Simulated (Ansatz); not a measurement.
# Calculations on Si24O47

## 1. Relaxation

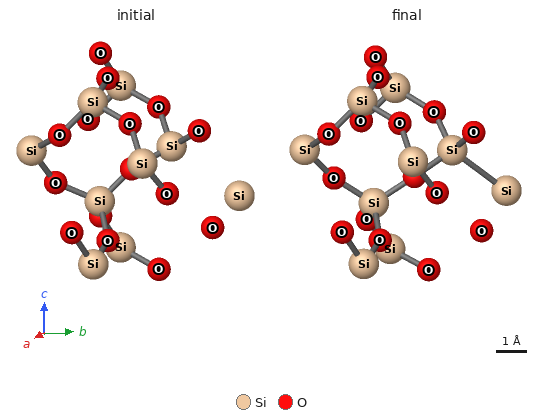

The structure of a defect cell of composition Si₂₄O₄₇ before (left) and after (right) a relaxation, at one scale.

The picture is a ball-and-stick view of the atoms within 4.2 Å of the atom that moves most (axes of the cell of the calculation, reduced to other axes (origin shifted)), seen slightly off an axis. Lengths and directions refer to the drawn axes.

The calculation used DFT, PBEsol, PAW, plane waves (Ansatz). Set-up: plane-wave cutoff 420 eV; k-point mesh 1 × 1 × 1; mesh shifted by (0.25, 0.25, 0.25); no spin polarisation; atoms relaxed in a fixed cell; force threshold 0.03 eV/Å; at most 80 steps.

Q: What changed between the two?

A: The largest move is that of an O atom, 0.57 Å along [−1 3 −2]. By element the largest moves are O 0.57 Å, Si 0.43 Å. The lattice vectors keep their values. Near-neighbour distances that change, for instance: Si–Si 3.062 → 2.440 Å, O–Si 1.540 → 1.619 Å, O–Si 1.575 → 1.639 Å, O–Si 1.584 → 1.618 Å. New bonds form, among them: Si–Si (3.06 → 2.44 Å). Bond angles that change, for instance: Si–O–Si 142.8° → 158.3°, Si–O–Si 144.8° → 159.5°, O–Si–O 111.0° → 105.1°. The energy falls by 2.414 eV per cell of the calculation in 6 geometry steps. Largest force component: 3.9 eV/Å at the start, 0.014 eV/Å at the end. Cost: 4.5 s on 1 × NVIDIA GB200 with 8 threads of Arm Neoverse-V2, peak memory 1.7 GiB.

## 2. Relaxation

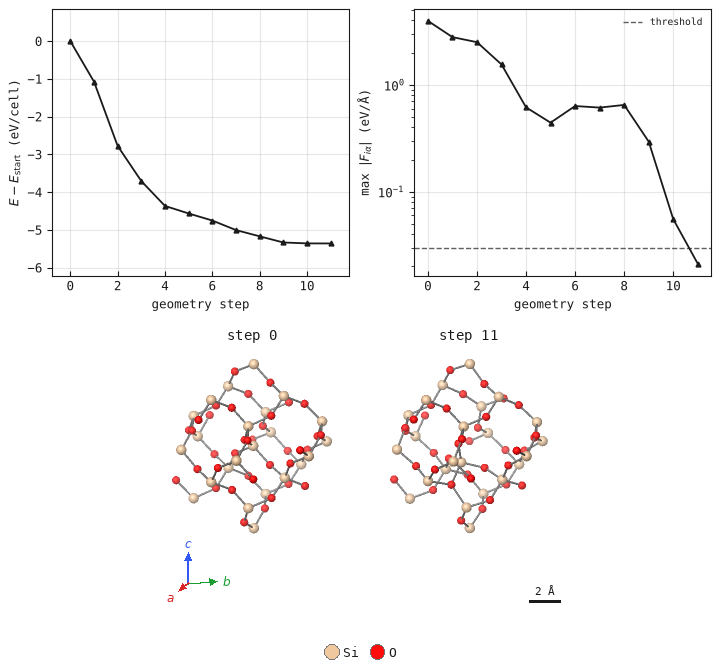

First and last geometry of a relaxation of a defect cell of composition Si24O47 (cell charge +2), with the history of the run. The picture is a ball-and-stick view of the atoms within 5.8 Å of the atom that moves most (axes of the cell of the calculation (origin shifted)), seen slightly off an axis.

Method: Ansatz 0.2.0, DFT, PBEsol, PAW, plane waves. Settings: plane-wave cutoff 420 eV; k-point mesh 1 × 1 × 1; mesh shifted by (0.25, 0.25, 0.25); no spin polarisation; atoms relaxed in a fixed cell; force threshold 0.03 eV/Å; at most 80 steps.

Read the history and describe the run.

Answer. It converged. The largest move is that of a Si atom, 1.37 Å along [2 −1 −2]. By element the largest moves are Si 1.37 Å, O 0.45 Å. The lattice vectors keep their values. Among the contacts that change: Si–Si 3.062 → 5.017 Å, O–Si 3.627 → 1.821 Å, Si–Si 4.393 → 3.058 Å, O–Si 1.591 → 1.789 Å. New bonds form, among them: O–Si (3.63 → 1.82 Å). Among the angles between lasting bonds that change: Si–O–Si 141.7° → 169.6°, Si–O–Si 147.7° → 121.8°, Si–O–Si 143.8° → 123.9°. Over 11 geometry steps the energy falls by 5.360 eV per cell of the calculation. The largest force component goes from 4 to 0.021 eV/Å.

```json
{"step": "0", "E − E(0), meV/atom": "0.00", "largest force component, eV/Å": "3.9627"}
{"step": "1", "E − E(0), meV/atom": "-15.12", "largest force component, eV/Å": "2.7935"}
{"step": "2", "E − E(0), meV/atom": "-39.11", "largest force component, eV/Å": "2.5052"}
{"step": "3", "E − E(0), meV/atom": "-52.23", "largest force component, eV/Å": "1.5501"}
{"step": "4", "E − E(0), meV/atom": "-61.49", "largest force component, eV/Å": "0.6155"}
{"step": "5", "E − E(0), meV/atom": "-64.30", "largest force component, eV/Å": "0.4423"}
{"step": "6", "E − E(0), meV/atom": "-66.94", "largest force component, eV/Å": "0.6331"}
{"step": "7", "E − E(0), meV/atom": "-70.50", "largest force component, eV/Å": "0.6120"}
{"step": "8", "E − E(0), meV/atom": "-72.83", "largest force component, eV/Å": "0.6482"}
{"step": "9", "E − E(0), meV/atom": "-75.12", "largest force component, eV/Å": "0.2942"}
{"step": "10", "E − E(0), meV/atom": "-75.47", "largest force component, eV/Å": "0.0554"}
{"step": "11", "E − E(0), meV/atom": "-75.49", "largest force component, eV/Å": "0.0212"}
```

Limits of the set-up: the cell is charged, on a uniform background, and energies carry no finite-size correction.

## 3. Defect

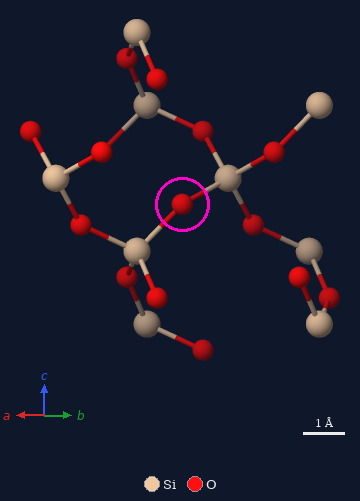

Perfect SiO₂. The picture is a ball-and-stick view of the atoms within 4.6 Å of one point, in a slice 5.0 Å thick across the line of sight, seen along [110].

Computed with DFT, PBEsol, PAW, plane waves in Ansatz. (plane-wave cutoff 420 eV; k-point mesh 1 × 1 × 1; mesh shifted by (0.25, 0.25, 0.25); no spin polarisation) Fermi-Dirac smearing of 0.01 eV. A uniform background neutralises the charged cell. The axes drawn are those of the host's conventional cell.

An oxygen atom is taken out (a vacancy) at the ringed place, in charge state +2. The supercell has 72 sites, and the atoms are relaxed at the host's cell.

**Predict the relaxed surroundings of the defect.**

Around the empty O site the host had 2 Si at 1.62 Å; after relaxation the nearest atoms are 1 Si at 2.25 Å, 2 O at 2.56 to 2.67 Å. Of the host's atoms, a silicon atom moves furthest from its site, by 1.39 Å.

The relaxed defect, seen from the same direction:

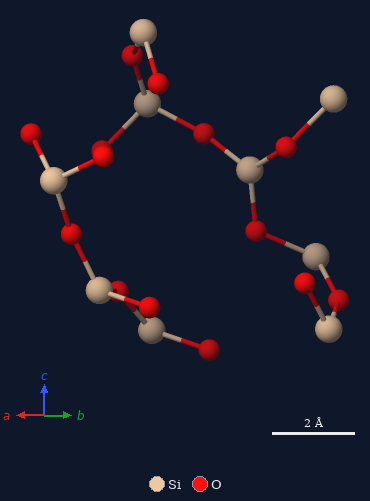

Limits of the set-up: the cell is charged, on a uniform background, and energies carry no finite-size correction.
